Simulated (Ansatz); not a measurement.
Structure data:

Space group R-3m:H (No. 166). a = 2.369 Å, b = 2.369 Å, c = 14.868 Å, α = 90.00°, β = 90.00°, γ = 120.00°
```
atom  site  symmetry       x       y       z
   C    6c        3m  0.6667  0.3333  0.2527
   C    6c        3m  0.0000  0.0000  0.2519
```

**Summarise the structure in words.**

The element is carbon. The space group is R-3m (No. 166); the lattice is rhombohedral (trigonal R). The cell holds twelve atoms. Around each C lie three C in a trigonal planar arrangement at 1.37 Å. The bonds build C layers parallel to (001).

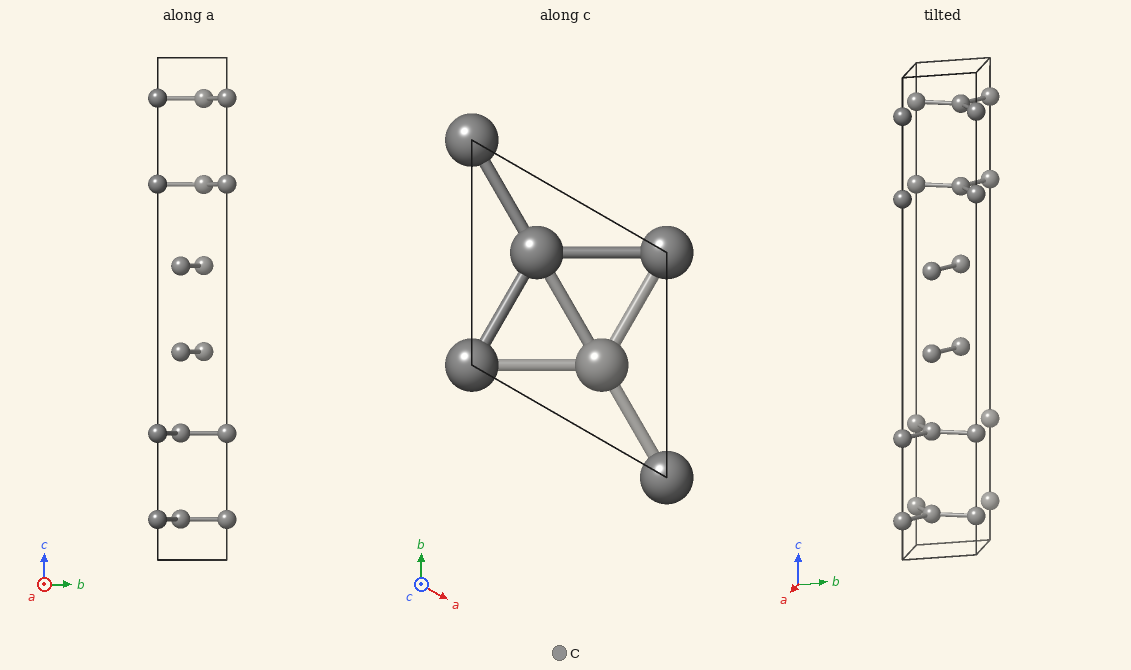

Structure drawing (ball-and-stick), viewed along the a axis, along the c axis and slightly off an axis. Atoms at the boundary of the conventional unit cell (the box) are drawn once for each face, edge or corner they touch. Colours: carbon grey.

Provenance: a structure listed in the Materials Project. It was relaxed with Ansatz 0.2.0, DFT LDA, scalar-relativistic, plane waves, PAW under a constraint or pressure on the cell, so some stress remains.

At this level of theory the cell isn't at rest (compressed, at 60 GPa), so its distances can differ from those at equilibrium, the more so the softer the solid.
